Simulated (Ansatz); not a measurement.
Rb

Input file:

```
crystal:
  lattice:
    - [0.0, 3.3602541039, 3.3602541039]
    - [3.3602541039, 0.0, 3.3602541039]
    - [3.3602541039, 3.3602541039, 0.0]
  atoms:
    - { symbol: Rb, position: [0.0, 0.0, 0.0] }
basis:
  ecutwfc: 420
kpoints:
  mp_grid: { grid: [10, 10, 10] }
hamiltonian:
  xc: pbe
  dispersion: d3bj
scf:
  occupations: { method: gaussian, width: 0.1 }
output:
  forces: true
  stress: true
  eigenvalues: true
  write_density: true
  write_potential: true
  elf: true
  volumetric_format: npy
```

Run with:

```sh
ansatz run input.yaml --threads 1 --pin off --max-ram 2560MiB --backend cpu --events-out ev --progress --plain --runs-dir out
```

Below, planes, directions and counts refer to the conventional cell (a = 6.72 Å, b = 6.72 Å, c = 6.72 Å, α = 90.00°, β = 90.00°, γ = 90.00°).

Space group Fm-3m; a structure from a database of computed crystals, not necessarily the ambient phase; changed on purpose from its base cell (volume × 0.88); computed without spin polarisation.

All numbers below come from DFT PBE+D3(BJ), scalar-relativistic, plane waves, PAW (Ansatz).

### Predict the valence pseudo-density and electron localisation function between the atoms.

Rb–Rb (4.75 Å): ρ is about 0.02 e/Å³ halfway; the ELF is about 0.15 at the midpoint (no localised pair shows between them).

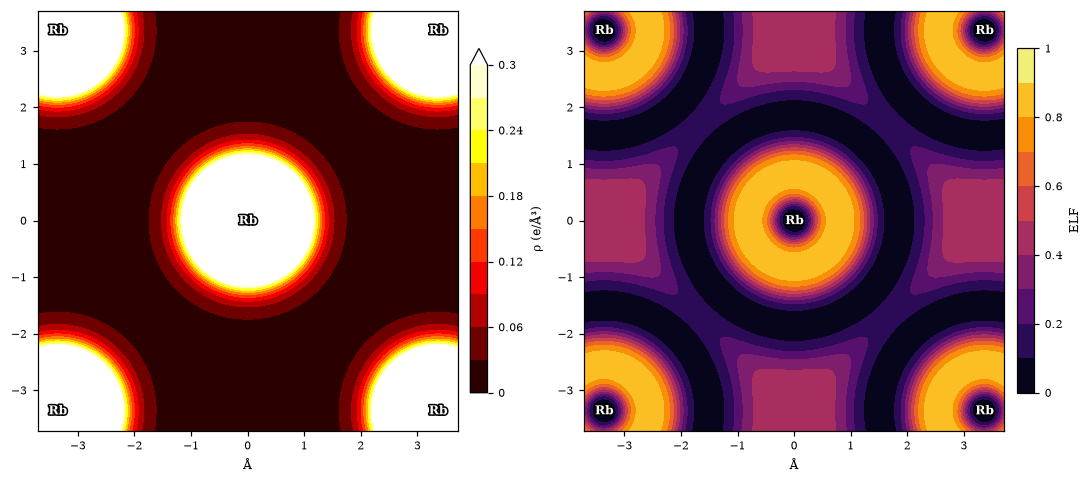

Computed valence pseudo-density and electron localisation function on the (100) plane of the conventional cell, in this order. 

In a PAW calculation such maps are meaningful between the atoms, not at the nuclei.
